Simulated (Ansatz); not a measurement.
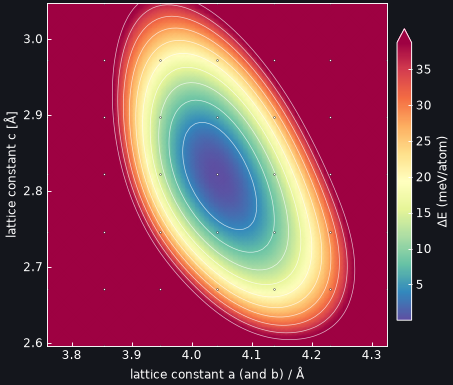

Al2Cu (P4/mmm, No. 123; 3 atoms in the cell). The energy is mapped over the lattice constants a and c of the conventional cell. First axis: lattice constant a (and b). Second axis: lattice constant c. Nothing is relaxed (symmetry fixes all fractional coordinates). Grid: 7 × 7 points. Energies: meV/atom, counted from the lowest grid point. All numbers below come from Ansatz 0.2.0, DFT LDA, scalar-relativistic, plane waves, PAW. Settings: cutoff 520 eV, k-mesh 10×10×14 in the order of the run's cell vectors, gaussian smearing 0.15 eV, no spin polarisation.

The picture shows a smooth colour map with a few white contour lines, dots at the grid points, one colour for all values above the top of the scale. Between grid points the surface is interpolated.

Q: Estimate the position of the minimum and the force constants in these coordinates.

A: The interpolated minimum is at lattice constant a (and b) ≈ 4.042 Å, lattice constant c ≈ 2.821 Å. The curvatures there are about 8.5 eV/Å² and 6.5 eV/Å², with a cross term of about 3.6 eV/Å² (per cell of 3 atoms). Round the minimum the valley is somewhat tilted: raising lattice constant a (and b) shifts the best value of lattice constant c downwards (coupling k₁₂/√(k₁₁k₂₂) about 0.5).

PAW datasets: the set soft_1.
